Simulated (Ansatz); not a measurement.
**Two runs on Al15As16**

System: Al15As16 (defect cell, 31 atoms in the cell, total charge +1).
Method of run A: DFT PBE, scalar-relativistic, plane waves, PAW, spin-polarised (Ansatz 0.2.0).

The structure derives from a Materials Project entry. Text and figures count atoms from 1; the logs count them from 0 in places.

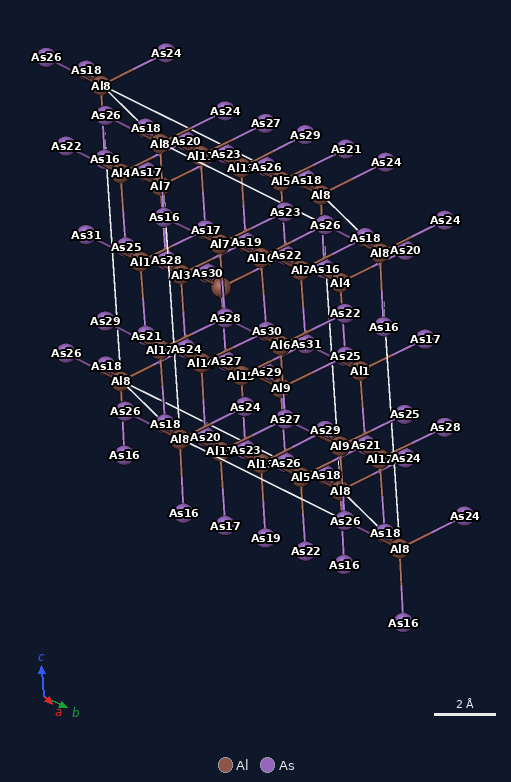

The starting structure (ball-and-stick view of the cell of the calculation, seen slightly off an axis; bonded neighbours outside the cell are drawn too; atoms are numbered from 1 in the order of the input).

## Input file, run A
```yaml
crystal:
  lattice:
    - [-5.7279123196, 5.7279123196, -5.7279123196]
    - [-5.7279123196, -5.7279123196, 5.7279123196]
    - [5.7279123196, 5.7279123196, 5.7279123196]
  atoms:
    - { symbol: Al, position: [0.5012693547, -0.0021589928, 0.5] }
    - { symbol: Al, position: [0.5012693547, 0.75, 0.7478410072] }
    - { symbol: Al, position: [0.25, 0.25, 0.5] }
    - { symbol: Al, position: [0.2465716526, -0.0012693547, 0.7487306453] }
    - { symbol: Al, position: [0.25, 0.75, 0.0] }
    - { symbol: Al, position: [-0.0021589928, 0.5012693547, 0.5] }
    - { symbol: Al, position: [-0.0012693547, 0.2465716526, 0.7487306453] }
    - { symbol: Al, position: [-0.0012693547, -0.0012693547, -0.0034283474] }
    - { symbol: Al, position: [-0.0021589928, 0.75, 0.2512693547] }
    - { symbol: Al, position: [0.75, 0.5012693547, 0.7478410072] }
    - { symbol: Al, position: [0.75, 0.25, 0.0] }
    - { symbol: Al, position: [0.75, -0.0021589928, 0.2512693547] }
    - { symbol: Al, position: [0.5021589928, 0.5021589928, 0.0034283474] }
    - { symbol: Al, position: [0.5021589928, 0.2534283474, 0.2521589928] }
    - { symbol: Al, position: [0.2534283474, 0.5021589928, 0.2521589928] }
    - { symbol: As, position: [-0.0056961229, -0.0056961229, 0.7443038771], spin: 0.5 }
    - { symbol: As, position: [0.75, 0.2500047451, 0.7492394172] }
    - { symbol: As, position: [0.75, -0.0007605828, 4.7451e-06] }
    - { symbol: As, position: [0.5007605828, 0.5007605828, 0.7507653279] }
    - { symbol: As, position: [0.4992346721, 0.2499952549, -4.7451e-06] }
    - { symbol: As, position: [0.5007605828, 0.0007653279, 0.2507605828] }
    - { symbol: As, position: [0.2500047451, 0.75, 0.7492394172] }
    - { symbol: As, position: [0.2499952549, 0.4992346721, -4.7451e-06] }
    - { symbol: As, position: [0.2499952549, 0.2499952549, 0.2492346721] }
    - { symbol: As, position: [0.2500047451, -0.0007605828, 0.5] }
    - { symbol: As, position: [-0.0007605828, 0.75, 4.7451e-06] }
    - { symbol: As, position: [0.0007653279, 0.5007605828, 0.2507605828] }
    - { symbol: As, position: [-0.0007605828, 0.2500047451, 0.5] }
    - { symbol: As, position: [0.75, 0.75, 0.2556961229], spin: 0.5 }
    - { symbol: As, position: [0.75, 0.5056961229, 0.5], spin: 0.5 }
    - { symbol: As, position: [0.5056961229, 0.75, 0.5], spin: 0.5 }
  host:
    lattice:
      - [0.0, 2.8639561598, 2.8639561598]
      - [2.8639561598, 0.0, 2.8639561598]
      - [2.8639561598, 2.8639561598, 0.0]
    atoms:
      - { symbol: Al, position: [0.0, 0.0, 0.0] }
      - { symbol: As, position: [0.75, 0.75, 0.75] }
total_charge: 1
basis:
  ecutwfc: 420
  xc_grid: 2
kpoints:
  mp_grid: { grid: [2, 2, 2], shift: [0.5, 0.5, 0.5] }
hamiltonian:
  xc: pbe
scf:
  occupations: { method: gaussian, width: 0.01 }
output:
  forces: true
  stress: false
  eigenvalues: true
  populations: true
  charged_corrections:
    defect_position: [0.75, 0.75, 0.5]
    epsilon: [[11.5641, 0.0, 0.0], [0.0, 11.5641, 0.0], [0.0, 0.0, 11.5641]]
  write_density: true
  write_potential: true
  elf: true
  volumetric_format: npy
magnetization:
  spin_polarized: true
relax:
  adjacent_minimum: "off"
  f_tol: 0.025
  max_steps: 45
```

Launched with:
```bash
ansatz run input.yaml --threads 4 --pin off --max-ram 6144MiB --backend cpu --events-out ev --progress --plain --runs-dir out
```

Hardware: 4 threads of Arm Neoverse V1, 24 GiB of memory available, shared host.

## Output, shortened to warnings, some set-up lines, iterations and results (run A)
```
Basis set: ecut = 420 eV, 14771 PW (Γ), exchange–correlation on 144×144×144 points (8 copies of the dense FFT grid, shifted against one another)
Symmetry: 24 space group operations
k-points: 2 of 8 (time reversal used)
Initial density: superposition of atomic densities (chi_scale 0.1, normalization cell)
[...]
SCF iter   1: F=—  HF=-85781.733265 eV  |F-HF|=—  |Δ(HF+E_count)|=         —  Δρ=2.38e-2 (↑2.19e-2 ↓2.38e-2)  dr2=1.59e1  dr2_m=1.22e0  M=0.500 μB ∫|m|=0.543 μB  β_m=0.30  …
SCF iter   2: F=—  HF=-85779.605585 eV  |F-HF|=—  |Δ(HF+E_count)|=    2.13e0  Δρ=1.70e-2 (↑1.57e-2 ↓1.70e-2)  dr2=7.74e0  dr2_m=6.01e-1  M=0.500 μB ∫|m|=0.536 μB  β_m=0.30  …
SCF iter   3: F=—  HF=-85777.748795 eV  |F-HF|=—  |Δ(HF+E_count)|=    1.86e0  Δρ=7.83e-3 (↑7.38e-3 ↓7.83e-3)  dr2=4.66e-1  dr2_m=2.99e-1  M=0.500 μB ∫|m|=0.534 μB  β_m=0.30  …
SCF iter   4: F=—  HF=-85777.743361 eV  |F-HF|=—  |Δ(HF+E_count)|=   5.43e-3  Δρ=4.88e-3 (↑4.71e-3 ↓4.88e-3)  dr2=5.24e-2  dr2_m=1.47e-1  M=0.500 μB ∫|m|=0.532 μB  β_m=0.30  …
SCF iter   5: F=—  HF=-85777.756112 eV  |F-HF|=—  |Δ(HF+E_count)|=   1.28e-2  Δρ=3.42e-3 (↑3.33e-3 ↓3.42e-3)  dr2=2.66e-2  dr2_m=7.29e-2  M=0.500 μB ∫|m|=0.532 μB  β_m=0.30  …
[... 18 lines ...]
relax step   2: F+E_penalty+E_count = -85777.82016844 eV  Δ(F+E_penalty+E_count) = -3.403e-2 eV  max|allowed force component| = 2.220e-2 eV/Å  Δτ_max = 0.0408 Å  (7 SCF …
SCF iter   1: F=—  HF=-85777.820168 eV  |F-HF|=—  |Δ(HF+E_count)|=         —  Δρ=8.09e-7 (↑8.09e-7 ↓7.79e-7)  dr2=3.19e-8  dr2_m=2.97e-10  M=0.500 μB ∫|m|=0.537 μB  β_m=0.30  …
SCF iter   2: F=-85777.820168 eV  HF=-85777.820168 eV  |F-HF|=2.10e-8  |Δ(HF+E_count)|=   1.16e-8  Δρ=6.54e-7 (↑6.54e-7 ↓6.27e-7)  dr2=2.05e-8  dr2_m=1.65e-10  M=0.500 μB …
SCF 3 converged in 2 iterations: F = -85777.820168 eV  dr2 = 2.05e-8
relax step   3: F+E_penalty+E_count = -85777.82016845 eV  Δ(F+E_penalty+E_count) = -4.380e-9 eV  max|allowed force component| = 2.221e-2 eV/Å  Δτ_max = 0.0000 Å  (2 SCF …
SCF converged after 2 iterations
Magnetization: 0.5000 μB (142.2500 up, 141.7500 down)
Absolute magnetization: 0.5350 μB (∫|ρ↑−ρ↓|, with the PAW one-centre terms)
Spin contamination: 0.0034 ħ² per cell (⟨S²⟩ above its minimum at these occupations)
Per-site moments (μB) at R_I (Å): [(0.000847316754243957, 1.0183360618937567), (0.0008473167542440793, 1.0183360618937565), (0.0020752099978529836, 1.0262463070586592), (0.0008473167542439814, 1.0183360618937571), (0.0020752099978530443, 1.0262463070586592), (0.0008473167542441671, …
Free energy (F): -85777.820168 eV
Harris-Foulkes:  -85777.820168 eV  (|F-HF|=2.10e-8)
Internal energy: -85777.816312 eV  (E = F + TS)
E sigma→0 (E₀):  -85777.818240 eV
Entropy (-TS):   -0.003857 eV (-0.124 meV/atom)
Fermi energy:    5.667828 eV
--- Per-component energies (eV) ---
  E_band       = -4472.614600
  E_kinetic    = 1970.151200
  E_local      = -34341.990336  (includes V_loc(G=0)·N_el)
  E_nonlocal   = -10572.717438
  E_hartree    = 18250.692604
  E_xc         = -1844.447741
  E_vxc        = -1677.573406  (∫ρ·V_xc dr)
  E_paw        = -36378.642353  (= ΣΔE_a)
  E_vpaw       = 3648.130511  (= ΣTr[D̂ρ^β])
  E_aug_tail   = 0.000109  (compensation charges beyond the density's cutoff)
  E_ewald      = -22860.862358
  E_smearing   = -0.003857  (= −TS)
  E_closure    = -0.000000  (closes the sum)
  E_deformation_potential = 12.158909  (in the stress; not in F)
  Σ components = -85777.820168   (vs F -85777.820168, Δ=0.00e0)
--- Forces (eV/Å), atoms counted from 1 ---
  atom   1  Al    -0.01409617     0.01268464    -0.01268464
[...]
```

For run B the input was changed thus:
```diff
-total_charge: 1
+total_charge: -1
```

Predict how the results change.

The total energies belong to different systems, so their difference says nothing on which is more stable or more accurate. The net moment of the cell goes from 0.50 to 2.00 μB. The largest force goes from 0.038 to 0.017 eV/Å. A charged cell is computed with a uniform neutralising background, so its energy and pressure depend on the cell and aren't those of a real crystal. The SCF takes 24 iterations over all geometry steps against 22.

## Output, shortened to warnings, some set-up lines, iterations and results (run B)
```
Basis set: ecut = 420 eV, 14771 PW (Γ), exchange–correlation on 144×144×144 points (8 copies of the dense FFT grid, shifted against one another)
Symmetry: 24 space group operations
k-points: 2 of 8 (time reversal used)
Initial density: superposition of atomic densities (chi_scale 0.1, normalization cell)
[...]
SCF iter   1: F=—  HF=-85767.892753 eV  |F-HF|=—  |Δ(HF+E_count)|=         —  Δρ=2.31e-2 (↑2.31e-2 ↓2.04e-2)  dr2=9.71e0  dr2_m=1.23e0  M=2.000 μB ∫|m|=2.017 μB  β_m=0.30  …
SCF iter   2: F=—  HF=-85767.178426 eV  |F-HF|=—  |Δ(HF+E_count)|=   7.14e-1  Δρ=1.70e-2 (↑1.70e-2 ↓1.51e-2)  dr2=5.39e0  dr2_m=6.12e-1  M=2.000 μB ∫|m|=2.024 μB  β_m=0.30  …
SCF iter   3: F=—  HF=-85766.231812 eV  |F-HF|=—  |Δ(HF+E_count)|=   9.47e-1  Δρ=7.22e-3 (↑6.90e-3 ↓7.22e-3)  dr2=1.49e-1  dr2_m=3.02e-1  M=2.000 μB ∫|m|=2.031 μB  β_m=0.30  …
SCF iter   4: F=—  HF=-85766.284976 eV  |F-HF|=—  |Δ(HF+E_count)|=   5.32e-2  Δρ=5.03e-3 (↑4.75e-3 ↓5.03e-3)  dr2=5.27e-2  dr2_m=1.51e-1  M=2.000 μB ∫|m|=2.041 μB  β_m=0.30  …
SCF iter   5: F=—  HF=-85766.333898 eV  |F-HF|=—  |Δ(HF+E_count)|=   4.89e-2  Δρ=3.37e-3 (↑3.29e-3 ↓3.37e-3)  dr2=5.99e-3  dr2_m=7.52e-2  M=2.000 μB ∫|m|=2.050 μB  β_m=0.30  …
[... 20 lines ...]
relax step   2: F+E_penalty+E_count = -85766.39260115 eV  Δ(F+E_penalty+E_count) = -3.295e-2 eV  max|allowed force component| = 1.153e-2 eV/Å  Δτ_max = 0.0532 Å  (7 SCF …
SCF iter   1: F=—  HF=-85766.392601 eV  |F-HF|=—  |Δ(HF+E_count)|=         —  Δρ=6.99e-7 (↑6.99e-7 ↓6.81e-7)  dr2=1.97e-8  dr2_m=1.53e-10  M=2.000 μB ∫|m|=2.084 μB  β_m=0.30  …
SCF iter   2: F=-85766.392601 eV  HF=-85766.392601 eV  |F-HF|=1.31e-8  |Δ(HF+E_count)|=   2.84e-9  Δρ=5.38e-7 (↑5.38e-7 ↓5.28e-7)  dr2=1.21e-8  dr2_m=8.59e-11  M=2.000 μB …
SCF 3 converged in 2 iterations: F = -85766.392601 eV  dr2 = 1.21e-8
relax step   3: F+E_penalty+E_count = -85766.39260116 eV  Δ(F+E_penalty+E_count) = -8.455e-9 eV  max|allowed force component| = 1.152e-2 eV/Å  Δτ_max = 0.0000 Å  (2 SCF …
SCF converged after 2 iterations
Magnetization: 2.0000 μB (144.0000 up, 142.0000 down)
Absolute magnetization: 2.0693 μB (∫|ρ↑−ρ↓|, with the PAW one-centre terms)
Spin contamination: 0.0049 ħ² per cell (⟨S²⟩ above its minimum at these occupations)
Per-site moments (μB) at R_I (Å): [(0.005805952377099638, 1.0171020782792048), (0.005805952377099677, 1.0171020782792037), (0.007802640518434917, 1.0262633362552338), (0.005805952377099611, 1.0171020782792044), (0.007802640518434927, 1.0262633362552338), (0.005805952377099436, 1.0171020782792048), …
Free energy (F): -85766.392601 eV
Harris-Foulkes:  -85766.392601 eV  (|F-HF|=1.31e-8)
Internal energy: -85766.389951 eV  (E = F + TS)
E sigma→0 (E₀):  -85766.391276 eV
Entropy (-TS):   -0.002650 eV (-0.085 meV/atom)
Fermi energy:    5.947035 eV
--- Per-component energies (eV) ---
  E_band       = -4440.231497
  E_kinetic    = 1991.932836
  E_local      = -34308.903712  (includes V_loc(G=0)·N_el)
  E_nonlocal   = -10571.913640
  E_hartree    = 18250.321804
  E_xc         = -1863.185599
  E_vxc        = -1702.000177  (∫ρ·V_xc dr)
  E_paw        = -36378.142731  (= ΣΔE_a)
  E_vpaw       = 3650.012827  (= ΣTr[D̂ρ^β])
  E_aug_tail   = 0.000106  (compensation charges beyond the density's cutoff)
  E_ewald      = -22886.499016
  E_smearing   = -0.002650  (= −TS)
  E_closure    = 0.000000  (closes the sum)
  E_deformation_potential = -12.158909  (in the stress; not in F)
  Σ components = -85766.392601   (vs F -85766.392601, Δ=0.00e0)
--- Forces (eV/Å), atoms counted from 1 ---
  atom   1  Al     0.00575265    -0.01152469     0.01152469
[...]
```

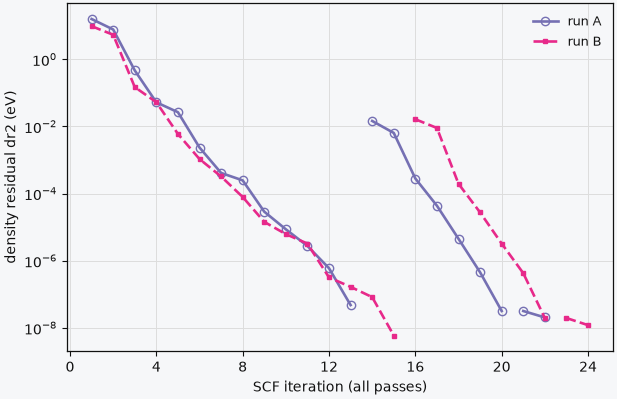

Convergence of the two runs: density residual dr2 against the SCF iteration. A break in a curve parts two SCF passes. Run A takes 22 iterations in all, and run B takes 24.

## The two runs side by side

| quantity | run A | run B |
| --- | --- | --- |
| outcome | converged | converged |
| free energy per atom (eV) | −2767.0265 | −2766.6578 |
| gap on the mesh (eV) | 0.00 | 0.00 |
| net moment of the cell (μB) | 0.50 | 2.00 |
| absolute moment of the cell (μB) | 0.54 | 2.07 |
| largest force (eV/Å) | 0.038 | 0.017 |
| SCF iterations | 22 | 24 |
| irreducible k-points | 2 | 2 |
| wall time (shared host) | 2 min | 1.8 min |
